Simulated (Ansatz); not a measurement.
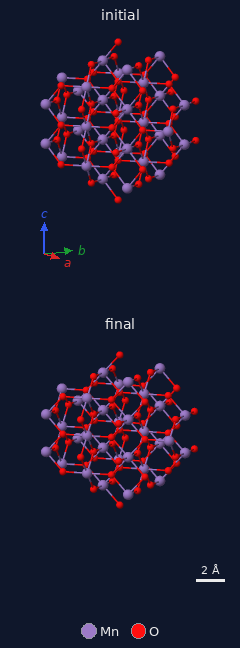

The structure of solid MnO2 (set up in Pnnm) before (top) and after (bottom) a relaxation, at one scale.

A ball-and-stick model of the atoms within 5.8 Å of the atom that moves most (axes of the cell of the calculation), seen slightly off an axis.

Case: no spin polarisation.

Method: DFT PBE, scalar-relativistic, plane waves, PAW (Ansatz 0.2.0). Set-up: plane-wave cutoff 420 eV; k-point mesh 8 × 8 × 12; occupations gaussian; smearing width 0.01 eV; no spin polarisation; cell and atoms relaxed; force threshold 0.01 eV/Å; at most 60 steps.

Q: What changed between the two?

A: After 6 accepted moves (8 points after the start) the energy has fallen by 0.145 eV per cell of the calculation. The largest force component goes from 0.31 to 0.001 eV/Å. The pressure goes from −6.37 to 0.00 GPa. The SCF was repeated twice at an unchanged geometry on a basis and grid sized afresh for the cell, which shifted the energy by 2.9 meV per cell of the calculation at most. The largest moves relative to the cell, 0.13 Å, are those of O atoms. Mn stays in place. The drawn cell changes as follows: a 4.331 → 4.443 Å (+2.6 %), b 4.462 → 4.447 Å (−0.3 %), c 2.862 → 2.721 Å (−4.9 %); the volume changes by −2.8 %. Near-neighbour distances that change, for instance: Mn–Mn 2.862 → 2.721 Å, Mn–O 1.900 → 1.856 Å, Mn–O 1.879 → 1.872 Å. Among the angles between lasting bonds that change: O–Mn–O 80.8° → 86.8°, O–Mn–O 99.2° → 93.2°, Mn–O–Mn 99.2° → 93.2°. The space group (tolerance 0.01 Å) goes from Pnnm (No. 58) to P4_2/mnm (No. 136). Cost: 2.4 min on 1 thread of Arm Neoverse V2 (shared host), peak memory 0.51 GiB.
